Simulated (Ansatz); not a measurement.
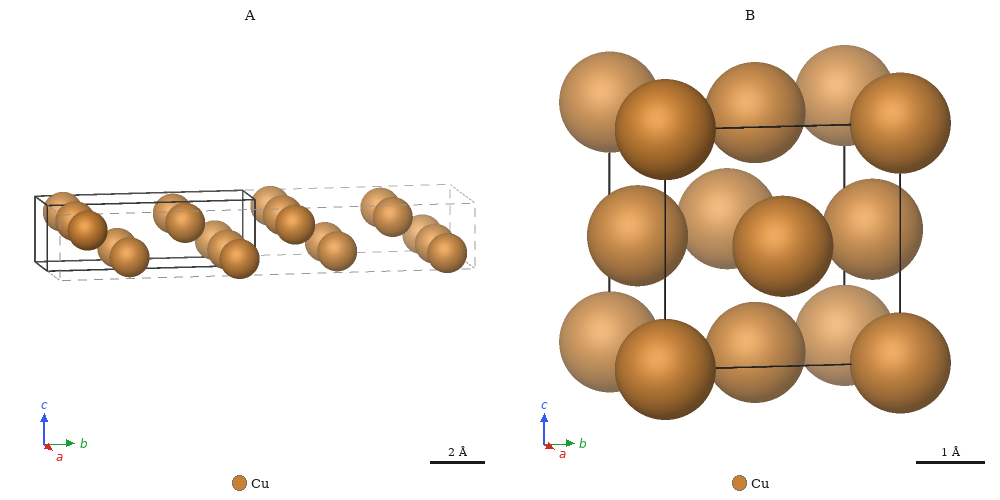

Two structures of Cu, each relaxed (cell and atoms) at zero pressure; conventional cells in solid outline, small ones repeated, each panel with its own scale. Alike in all runs: Ansatz 0.2.0; functional PBEsol; potentials all-electron LAPW, scalar-relativistic; basis error allowed 0.001 eV/atom; occupations fermi-dirac, width 0.05 eV; no spin polarisation; no spin-orbit coupling. The k meshes have like spacings.

Give the type and space group of each panel.

Answer. A: 4 atoms a cell on a base-centred orthorhombic lattice, Cmcm; B: face-centred cubic (Cu type), Fm-3m.

Which of these is lowest in energy, and how far above it do the others lie?

Answer. B, then A (+160 meV/atom), static energies at zero smearing.

Collect the results in a table.

Answer.
| panel | space group | E − E(lowest) (meV/atom) | volume (Å³/atom) |
| --- | --- | --- | --- |
| B | Fm-3m | 0 | 11.3 |
| A | Cmcm | 160 | 11.9 |

The starts are database entries or structure types tried for this composition, and the most stable form need not be among them.
